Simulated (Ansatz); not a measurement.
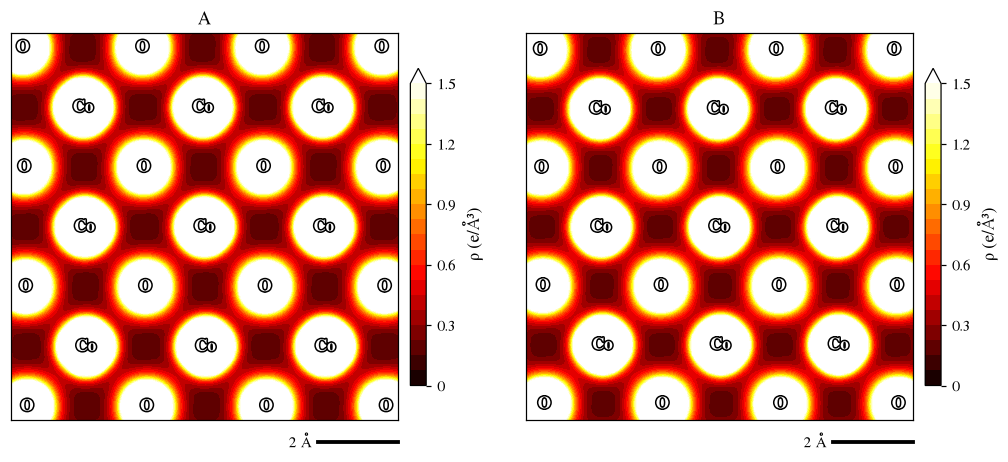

CoO. The valence electron density of two cells that differ in size, on the (001) plane of each (indices in the axes of the calculation cell), at one length scale and on one colour scale; one has 9.2 and the other 9.6 Å³ an atom.

Theory: Kohn-Sham DFT of a periodic cell, PBE, Ansatz PAW (Ansatz).

In a PAW calculation such maps are meaningful between the atoms, not at the nuclei.

The larger cell:

```yaml
crystal:
  lattice:
    - [-1.50800, 1.50800, 2.10725]
    - [1.50800, -1.50800, 2.10725]
    - [1.50800, 1.50800, -2.10725]
  atoms:
    - { symbol: Co, position: [0.00000, 0.00000, 0.00000] }
    - { symbol: O, position: [0.50000, 0.50000, 0.00000] }
```

The smaller cell: a = 2.958 Å, b = 2.958 Å, c = 2.958 Å, α = 119.60°, β = 119.60°, γ = 90.69°.

Question: Which panel shows the smaller cell, and what does the compression change?

Answer: Panel B is the smaller cell, by 4 % in volume. From the larger cell to the smaller, Co–O goes from 2.11 to 2.08 Å, and the density at its midpoint from 0.44 to 0.47 e/Å³; the pressure goes from 0.0 to 7 GPa; the largest moment (Co) goes from 2.5 to 2.4 μB.
